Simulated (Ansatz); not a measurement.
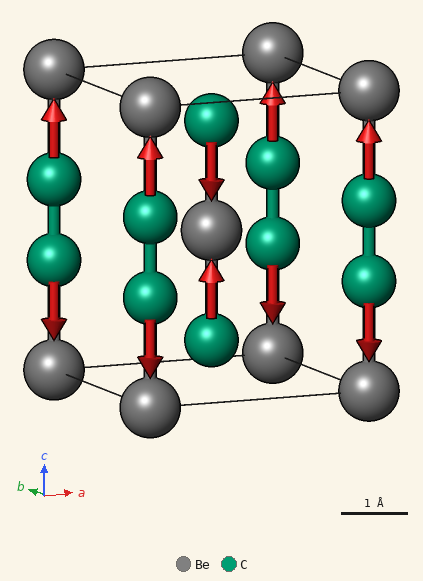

One vibrational mode of solid BeC$_{2}$ (a generated structure) relaxed at 3 GPa at the zone centre. The red arrows are the displacements of the atoms (eigenvector over the root of the mass), of arbitrary overall length and sign. The picture is a ball-and-stick view of the conventional cell (2 times the calculation's cell), seen slightly off an axis. Lengths and directions refer to the drawn axes.

Level of theory: DFT PBE, scalar-relativistic, plane waves, PAW in Ansatz.

The input:
```yaml
crystal:
  lattice:
    - [-1.819804143, 1.819804143, 2.3218132917]
    - [1.819804143, -1.819804143, 2.3218132917]
    - [1.819804143, 1.819804143, -2.3218132917]
  atoms:
    - { symbol: Be, position: [0.0, 0.0, 0.0] }
    - { symbol: C, position: [0.6343528291, 0.6343528291, 0.0] }
    - { symbol: C, position: [0.3656471709, 0.3656471709, 0.0] }
basis:
  ecutwfc: 420
kpoints:
  mp_grid: { grid: [8, 8, 8] }
hamiltonian:
  xc: pbe
scf:
  occupations: { method: fixed }
output:
  eigenvalues: true
phonons:
  method: dfpt
  dielectric: true
  rigid_motions: translations
  eigenvectors: true
```

Frequencies are those without the non-analytic (LO–TO) term.

Give the symmetry, activity and frequency of this mode.

Answer. This is the A₁g mode at 1977 cm⁻¹, the highest optical level (1 lower level is imaginary, so the structure is unstable), Raman-active by symmetry. The Be atoms stay at rest; all motion is along c; atoms of one kind move against one another, with no net shift of their sublattice; of the bonds it mainly stretches C–C.
